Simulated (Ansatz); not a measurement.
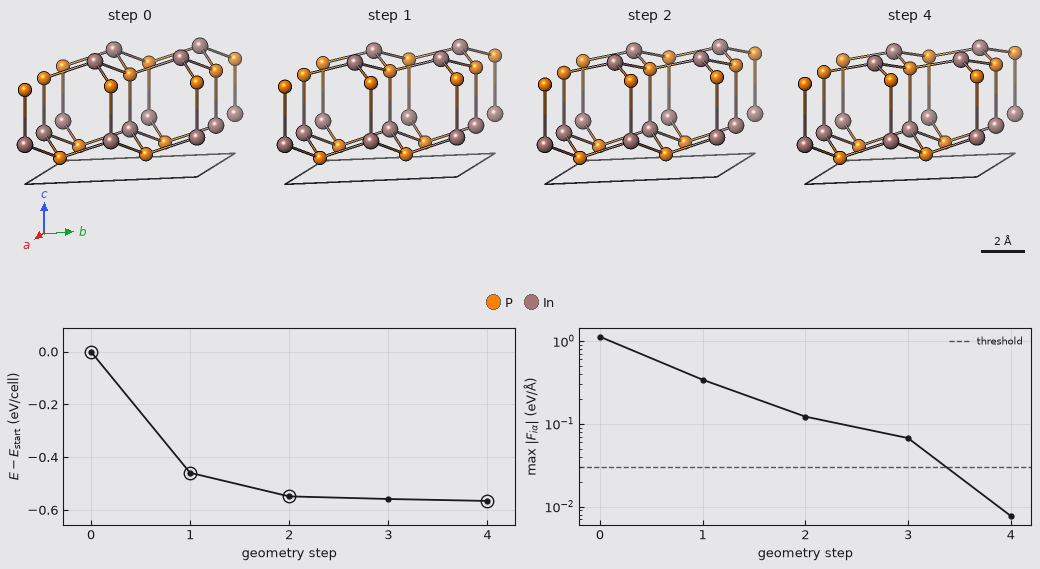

Frames of a constrained relaxation of a slab of composition InP (cut from the F-43m phase), marked on the history of the run. A ball-and-stick model of the cell of the calculation, outlined in the plane, without the vacuum (origin shifted), seen slightly off an axis.

Case: clean slab, lower planes held. The slab is the (1 1 1) face of InP. 8 atoms are held fixed.

These are results of Ansatz, DFT PBE, scalar-relativistic, plane waves, PAW, not measurements. (plane-wave cutoff 420 eV; k-point mesh 2 × 2 × 1; occupations gaussian; smearing width 0.05 eV; no spin polarisation; dipole correction; atoms relaxed in a fixed cell; force threshold 0.03 eV/Å; at most 70 steps)

Q: Describe the path.

A: The largest moves, 0.29 Å, are those of P atoms. Largest moves by element: P 0.29 Å, In 0.09 Å. The lattice vectors keep their values. Among the contacts that change: In–P 2.581 → 2.867 Å, In–P 2.581 → 2.481 Å. Among the angles between lasting bonds that change: In–P–In 109.5° → 101.2°, In–P–In 109.5° → 116.3°, P–In–P 109.5° → 116.3°. Over 4 geometry steps the energy falls by 0.566 eV per cell of the calculation. The largest force component goes from 1.1 to 0.0077 eV/Å. From step 0 to 1: P atoms move most (0.15 Å), energy −0.459 eV per cell of the calculation. From step 1 to 2: P atoms move most (0.10 Å), energy −89.4 meV per cell of the calculation. From step 2 to 4: In atoms move most (0.04 Å), energy −17.3 meV per cell of the calculation.

Limits of the set-up: the k-point mesh is coarse for a cell with partly filled bands.
